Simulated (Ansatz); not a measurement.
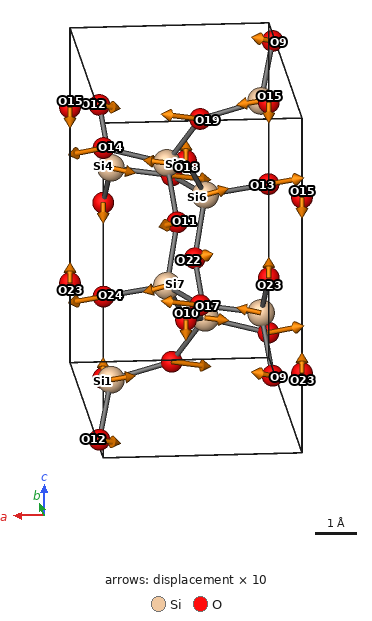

A relaxation of crystalline SiO2 (set up in Pnnm). The starting structure is drawn; orange arrows show the displacements (the part carried along by the change of the cell is left out), 10 times their true length.

A ball-and-stick model of the cell of the calculation, seen from a free direction.

Case: volume × 0.97, shape and atoms relaxed.

Method: Ansatz, DFT LDA, scalar-relativistic, plane waves, PAW. Settings: plane-wave cutoff 420 eV; k-point mesh 6 × 4 × 4; occupations gaussian; smearing width 0.02 eV; no spin polarisation; cell relaxed at fixed volume; force threshold 0.01 eV/Å; at most 30 steps.

Q: Atoms of which element are displaced furthest, and by how much?

A: Oxygen: up to 0.11 Å, against 0.06 Å for silicon.

Q: What happened in the run?

A: After 4 accepted moves (5 points after the start) the energy has fallen by 0.161 eV per cell of the calculation. Largest force component: 0.33 eV/Å at the start, 0.0037 eV/Å at the end. Pressure: 5.23 GPa at the start and 0.42 GPa at the end. At 1 point the geometry stayed and the basis and grid were re-selected for the new cell (energy shift of 0.1 meV per cell of the calculation at most each time). The largest moves relative to the cell, 0.11 Å, are those of O atoms. Largest moves by element: O 0.11 Å, Si 0.06 Å. The drawn cell changes at constant volume: a 4.875 → 4.863 Å (−0.3 %), b 8.649 → 8.652 Å (0.0 %), c 8.489 → 8.507 Å (+0.2 %). Near-neighbour distances that change, for instance: O–Si 1.592 → 1.608 Å. Bond angles that change, for instance: Si–O–Si 141.7° → 138.0°, Si–O–Si 146.3° → 143.4°. The space group stays Pnnm (No. 58).
